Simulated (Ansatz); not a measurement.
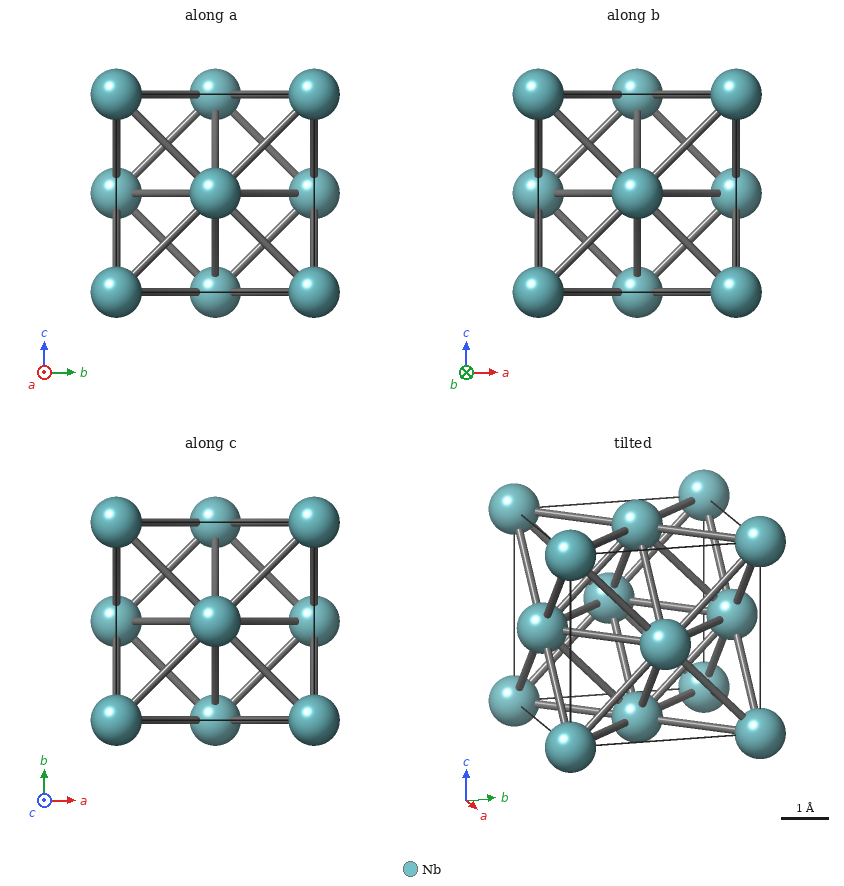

Shown here is a ball-and-stick view of the crystal, taken along the a axis, along the b axis, along the c axis and slightly off an axis. The conventional unit cell is drawn as a box.

Lattice parameters: a = 4.238 Å, b = 4.238 Å, c = 4.238 Å, α = 90.00°, β = 90.00°, γ = 90.00°.

Set out the cell and atoms as a table of Wyckoff sites.

Answer. Space group Fm-3m (No. 225).
| atom | site | x | y | z |
| --- | --- | --- | --- | --- |
| Nb | 4a | 0.0000 | 0.0000 | 0.0000 |

The structure was taken from a structure type filled with this element by a generator (whether the element takes this form wasn't checked). Earlier steps of the study may have refined or changed the cell and positions. A calculation with Ansatz used it as input.
